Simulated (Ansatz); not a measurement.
Run report: SnO, single-point calculation (part 2 of 2)

Continued. System: SnO (slab, 8 atoms in the cell). Method: DFT PBE+D3(BJ), scalar-relativistic, plane waves, PAW, PAW set soft_1, no spin polarisation (Ansatz 0.2.0); cutoff 420 eV, 7×7×1 k-mesh, Gaussian smearing of 0.05 eV. The structure derives from an entry of the Crystallography Open Database.

**Output, continued**
```
--- Per-component energies (eV) ---
  E_band       = -991.578574
  E_kinetic    = 1341.597946
  E_local      = -43085.467123  (includes V_loc(G=0)·N_el)
  E_nonlocal   = 789.963171
  E_hartree    = 21054.470126
  E_xc         = -787.994932
  E_vxc        = -683.304211  (∫ρ·V_xc dr)
  E_paw        = -18126.250483  (= ΣΔE_a)
  E_vpaw       = -1463.312955  (= ΣTr[D̂ρ^β])
  E_aug_tail   = 0.004188  (compensation charges beyond the density's cutoff)
  E_efield     = 0.000000  (sawtooth field / dipole correction)
  E_vefield    = 0.000000  (∫n·V_field dr)
  E_ewald      = 12446.756485
  E_disp       = -1.272105  (pairwise vdW)
  E_smearing   = -0.000000  (= −TS)
  E_closure    = -0.000000  (closes the sum)
  Σ components = -26368.192727   (vs F -26368.192727, Δ=0.00e0)
--- Forces (eV/Å), atoms counted from 1 ---
  atom   1  Sn    -0.00337875    -0.00000027     0.02553900
  atom   2  O     -0.01985019    -0.00000158     0.01781543
  atom   3  O      0.00661948     0.00000053     0.01737070
  atom   4  Sn    -0.01392478    -0.00000111     0.09178856
  atom   5  Sn     0.01394515     0.00000111    -0.09180980
  atom   6  O     -0.00664029    -0.00000053    -0.01737066
  atom   7  O      0.01983028     0.00000158    -0.01781535
  atom   8  Sn     0.00339940     0.00000027    -0.02551799
  max |Σ_I F_I| component: 3.14e-7 eV/Å
--- Band table (eV; the first three rows and the last of 16) ---
  k-point 0: bands = ["-19.8319", "-19.8317", "-19.4729", "-19.4727", "-19.4297", "-19.4297", "-19.4290", "-19.4287", "-19.4196", "-19.4195", "-19.3873", "-19.3872", "-19.3833", "-19.3829", "-19.3542", "-19.3538", "-19.3481", "-19.3480", "-19.3474", "-19.3471", "-17.8951", "-17.8941", "-15.3966", "-15.3965", "-6.2186", "-6.0816", "-3.8951", "-3.8944", "-3.8914", "-3.8907", "-3.2174", "-2.7406", "-1.3148", "-1.3126", "-0.9083", "-0.9080", "-0.9069", "-0.9066", "0.3747", "1.0540", "3.6203", "3.9267", "3.9410", "5.0540", "5.9089", "6.2110", "6.2564", "6.3619"]
  k-point 1: bands = ["-19.8225", "-19.8223", "-19.4730", "-19.4727", "-19.4322", "-19.4319", "-19.4290", "-19.4283", "-19.4238", "-19.4238", "-19.4136", "-19.4132", "-19.3846", "-19.3845", "-19.3767", "-19.3766", "-19.3484", "-19.3480", "-19.3396", "-19.3394", "-17.7332", "-17.7321", "-15.4920", "-15.4919", "-6.1589", "-6.0397", "-3.8964", "-3.8843", "-3.7675", "-3.7647", "-3.3952", "-3.0846", "-1.5499", "-1.5240", "-1.0848", "-1.0838", "-0.9617", "-0.7841", "0.4362", "1.0704", "4.1004", "4.3317", "4.3494", "5.1590", "5.7001", "5.7345", "6.1699", "6.4382"]
  k-point 2: bands = ["-19.7963", "-19.7962", "-19.5646", "-19.5642", "-19.4379", "-19.4378", "-19.4330", "-19.4329", "-19.4282", "-19.4280", "-19.4254", "-19.4253", "-19.3772", "-19.3768", "-19.3600", "-19.3597", "-19.3511", "-19.3509", "-19.3356", "-19.3356", "-17.3225", "-17.3215", "-15.7790", "-15.7787", "-5.9652", "-5.8880", "-4.0536", "-3.9541", "-3.7391", "-3.7029", "-3.4031", "-3.4009", "-1.9459", "-1.9382", "-1.5587", "-1.5581", "-0.8826", "-0.4855", "0.5226", "0.9604", "4.2527", "4.6697", "4.7483", "4.8387", "5.3357", "5.7220", "6.3595", "6.5401"]
  k-point 15: bands = ["-19.7670", "-19.7662", "-19.7528", "-19.7519", "-19.4396", "-19.4395", "-19.4384", "-19.4382", "-19.4074", "-19.4072", "-19.4056", "-19.4056", "-19.3445", "-19.3432", "-19.3416", "-19.3403", "-19.3288", "-19.3288", "-19.3256", "-19.3256", "-16.3464", "-16.3454", "-16.2166", "-16.2157", "-6.6505", "-6.6471", "-6.5192", "-6.5137", "-3.2753", "-3.2360", "-3.0389", "-3.0148", "-0.5233", "-0.5198", "-0.2894", "-0.2893", "-0.1031", "-0.0107", "0.1375", "0.2187", "3.5710", "3.7702", "3.9827", "4.2958", "5.5459", "5.6715", "6.1311", "6.5099"]
```

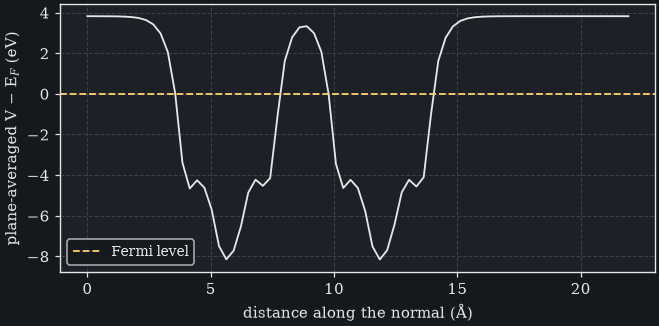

**Figure 1.** Plane average of the electrostatic potential energy of an electron across the cell, from the Fermi level. The vacuum level lies 3.82 eV above the Fermi level.

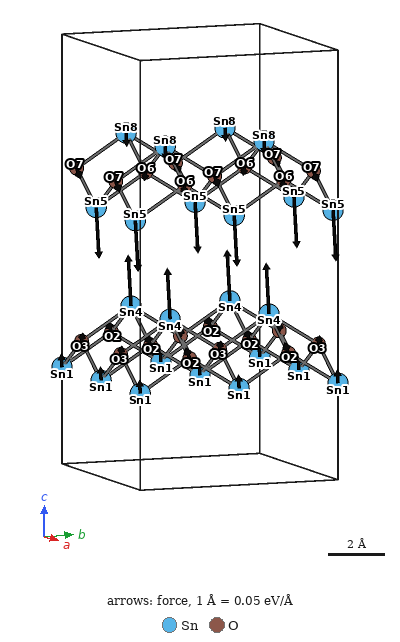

**Figure 2.** Forces on the atoms as black arrows (ball-and-stick view of the 2 × 2 repeat of the cell, with the vacuum cut short, seen slightly off an axis; atoms are numbered from 1 in the order of the input). The largest act on Sn4, Sn5 (0.09 eV/Å). The geometry is not a stationary point of this energy.

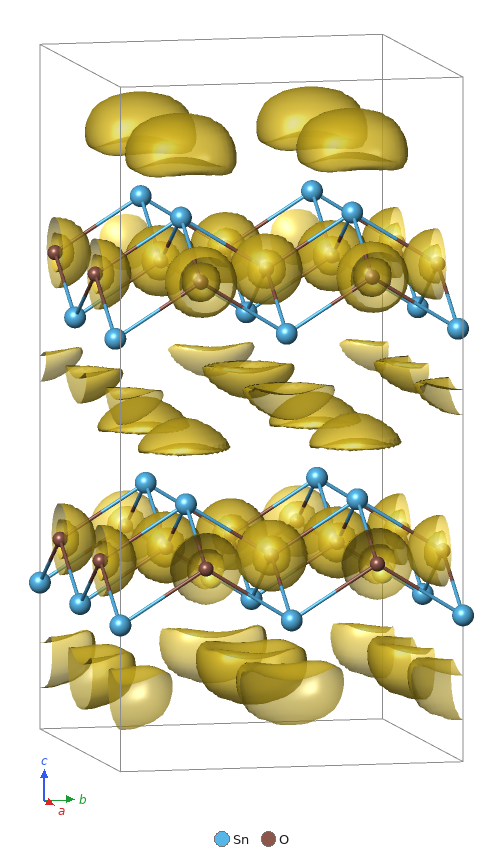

**Figure 3.** Isosurface of the electron localisation function at 0.75 (yellow), seen slightly off an axis. Core shells and regions of very low density are left out. Sticks mark near contacts. Values along the shortest contacts: Sn–O (2.25 Å): the ELF is about 0.20 at the midpoint. In a PAW calculation such maps are meaningful between the atoms, not at the nuclei.

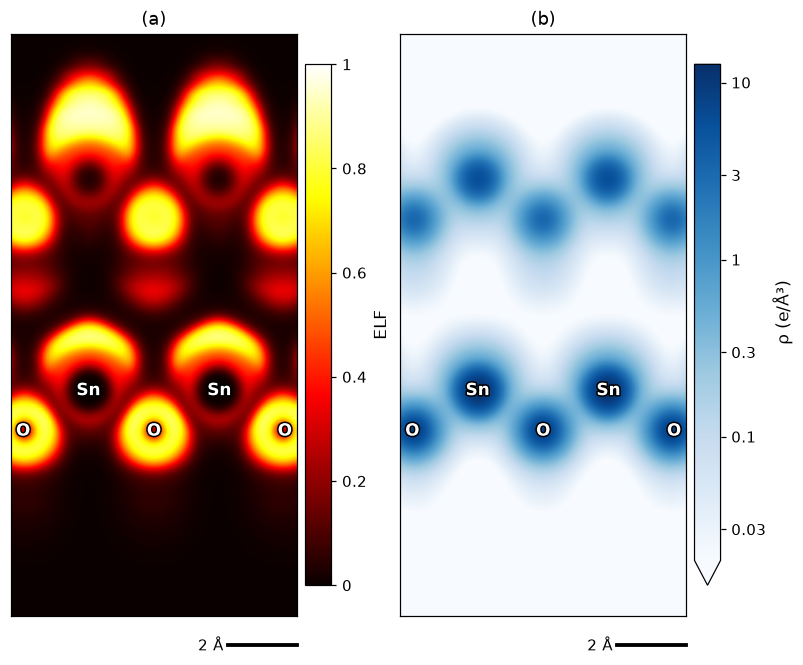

**Figure 4.** (a) ELF; (b) valence electron density on the (100) plane of the calculation cell, a cut from vacuum to vacuum. Sn–O (2.25 Å): ρ at the midpoint is about 0.44 e/Å³; the ELF is about 0.20 at the midpoint. The density dies away to nearly zero in the vacuum.

This output came from the following input.

**Input file**
```yaml
crystal:
  lattice:
    - [3.820152616, 0.0002954389, 0.0]
    - [-0.0003145156, 3.8201526145, 0.0]
    - [0.0, 0.0, 22.2260756252]
  atoms:
    - { symbol: Sn, position: [0.9999453016, 0.9999453016, 0.202464892] }
    - { symbol: O, position: [0.9999461184, 0.4999461184, 0.2556240248] }
    - { symbol: O, position: [0.4999461184, 0.9999461184, 0.2556240248] }
    - { symbol: Sn, position: [0.4999453016, 0.4999453016, 0.3087831576] }
    - { symbol: Sn, position: [0.8749453016, 0.9999453016, 0.4820031207] }
    - { symbol: O, position: [0.8749461184, 0.4999461184, 0.5351622535] }
    - { symbol: O, position: [0.3749461184, 0.9999461184, 0.5351622535] }
    - { symbol: Sn, position: [0.3749453016, 0.4999453016, 0.5883213864] }
basis:
  ecutwfc: 420
kpoints:
  mp_grid: { grid: [7, 7, 1] }
hamiltonian:
  xc: pbe
  pseudopotentials: { kind: paw, azcp: { folder: soft_1 } }
  dispersion: d3bj
scf:
  occupations: { method: gaussian, width: 0.05 }
output:
  forces: true
  eigenvalues: true
  write_density: true
  write_potential: true
  elf: true
  volumetric_format: npy
efield:
  axis: 3
  dipole_correction: true
  ramp_width: 0.04
```

Launched with:
```bash
ansatz run input.yaml --threads 2 --pin off --max-ram 6144MiB --backend cpu --events-out ev --progress --plain --runs-dir out
```

**Summary**

| quantity | value |
| --- | --- |
| outcome | converged |
| electrons treated | 80 |
| free energy | −26368.1927 eV |
| work function, top face | 3.82 eV |
| work function, bottom face | 3.82 eV |
| Fermi energy | 2.322 eV |
| gap on the k-point mesh | 2.50 eV |
| work function (upper face) | 3.82 eV |
| largest force (length of the vector) | 0.093 eV/Å |
| hardware | 2 threads of Arm Neoverse V1, 24 GiB of memory available, shared host |
| wall time | 21 s (CPU time 40 s) |
| peak memory | 0.58 GiB |

The program warns: the structure was made exactly symmetric; the exchange-correlation potential is rough where the density is thin.
